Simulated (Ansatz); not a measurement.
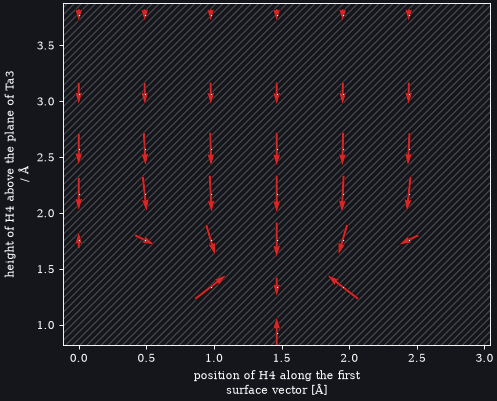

H on a Ta(111) slab cut from the Fm-3m phase, its upper half relaxed before the scan (3 atoms of substrate and one adsorbate in a 1 × 1 cell). H is moved along a line over the surface and along the normal, above a rigid substrate. The first coordinate is: position of H4 along the first surface vector, from above Ta3; the second: height of H4 above the plane of Ta3. Grid: 6 × 7 points; 23 points were computed and 11 follow by symmetry. At 8 points there is no value (left out of the scan, as a rule where atoms come close). Points are written as (first, second). Theory: DFT LDA, scalar-relativistic, plane waves, PAW (Ansatz 0.2.0). Settings: cutoff 420 eV, k-mesh 9×9×1, gaussian smearing 0.1 eV, spin-polarised.

Drawn: dots at the grid points, arrows along the force (downhill), their lengths compressed, hatched blanks where no value was computed.

> The arrows alone are given. Where is the energy lowest?

The arrows converge at about (1.46 Å, 1.21 Å) (read from the interpolated surface).

The energy map of the same scan:

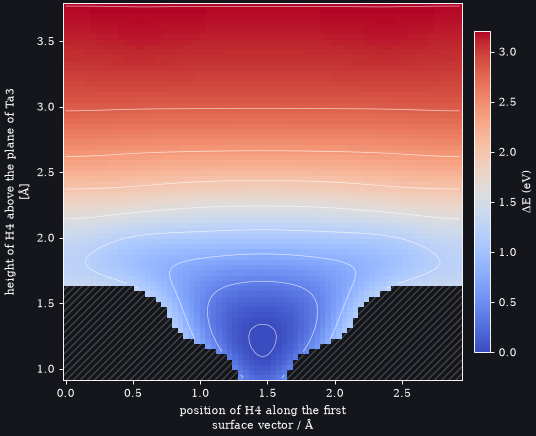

Energies are in eV, from the lowest grid point; between grid points the surface is interpolated.

PAW datasets: the set soft_1.
